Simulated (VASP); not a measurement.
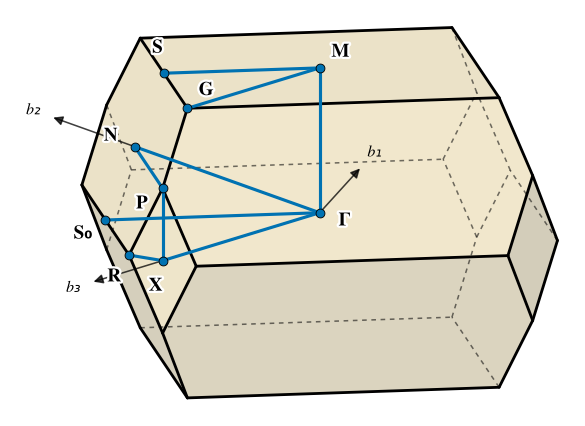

For TiO₂, coordinates from a relaxation with VASP 6.6.1, VASP Kohn-Sham DFT of a periodic cell, rev-vdW-DF2, VASP PAW PBE potentials, recommended: the first Brillouin zone and its special points. The drawing is computed from the coordinates (standard cell, symmetry found to 0.002 Å).

Space group I4₁/amd (No. 141, origin choice 1); a = 3.798 Å, b = 3.798 Å, c = 9.565 Å, α = 90.00°, β = 90.00°, γ = 90.00°.

Labels and path follow the convention of Hinuma et al. (2017), as computed by seekpath; the arrows show the directions of the reciprocal primitive vectors b₁, b₂, b₃, in which coordinates are given; lengths include the factor 2π.

List the special points with their coordinates and distances from Γ.

```tsv
point	k₁	k₂	k₃	length of k (1/Å)
Γ	0	0	0	0.000
M	1/2	1/2	−1/2	0.657
X	0	0	1/2	1.170
P	1/4	1/4	1/4	1.215
N	0	1/2	0	0.890
S₀	−0.289	0.289	0.289	0.958
S	0.289	0.711	−0.289	0.958
R	−0.079	0.079	1/2	1.184
G	1/2	1/2	−0.079	1.184
```

What is the zone's volume?

(2π)³ over the primitive cell's volume of 68.98 Å³: 3.6 Å⁻³.
